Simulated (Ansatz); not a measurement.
Given this structure:

```
Cu
1.0
     2.56801    0.00000    0.00000
    -1.28401    2.22396    0.00000
     0.00000    0.00000   23.38706
Cu
5
Direct
  0.33333 0.66667 0.32069
  0.66667 0.33333 0.41035
  0.33333 0.66667 0.50000
  0.66667 0.33333 0.58965
  0.33333 0.66667 0.67931
```

Q: What crystal do these data define?

A: The element is copper. The cell holds five atoms. Cu takes three kinds of site: 2h with nine Cu at 2.57 Å; 2i with twelve Cu in an anticuboctahedral arrangement at 2.57 Å; 1d with twelve Cu in an anticuboctahedral arrangement at 2.57 Å. The bonds build Cu layers parallel to (001).

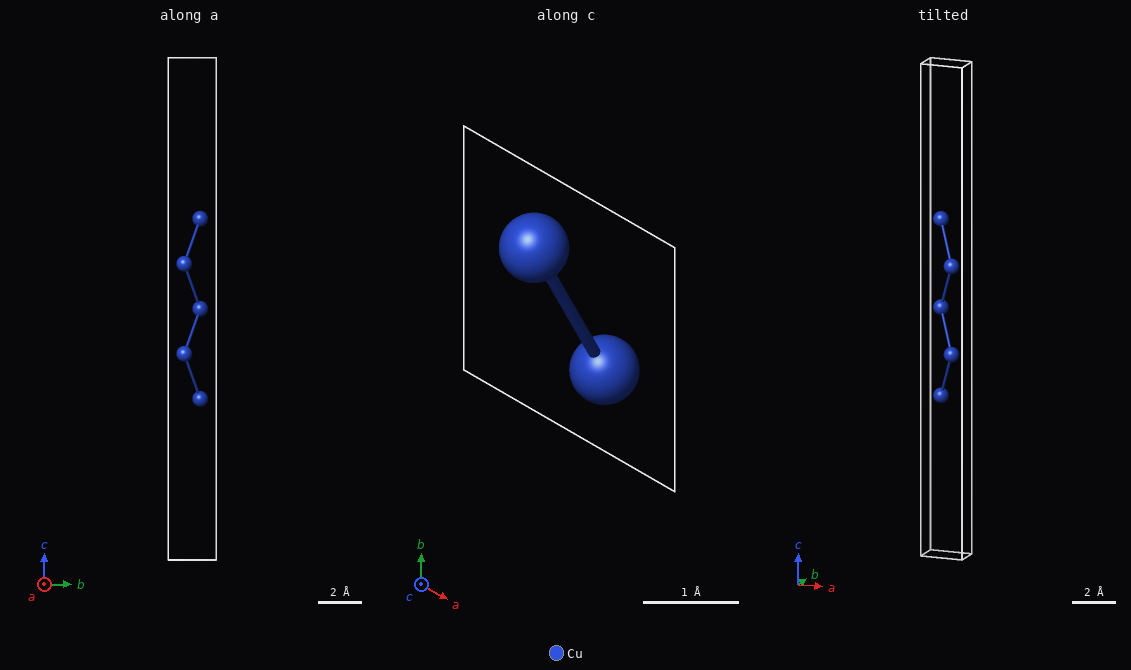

This ball-and-stick model is shown along the a axis, along the c axis and slightly off an axis. The edges of the simulation cell are marked. Colours: copper blue.

Its origin is a structure listed in the Materials Project, from which a slab was cut. Earlier steps of the study, as a rule a relaxation of our own, may have changed the cell and positions, so they can lie some per cent off the listed ones. An electronic-structure calculation with Ansatz was run on it.
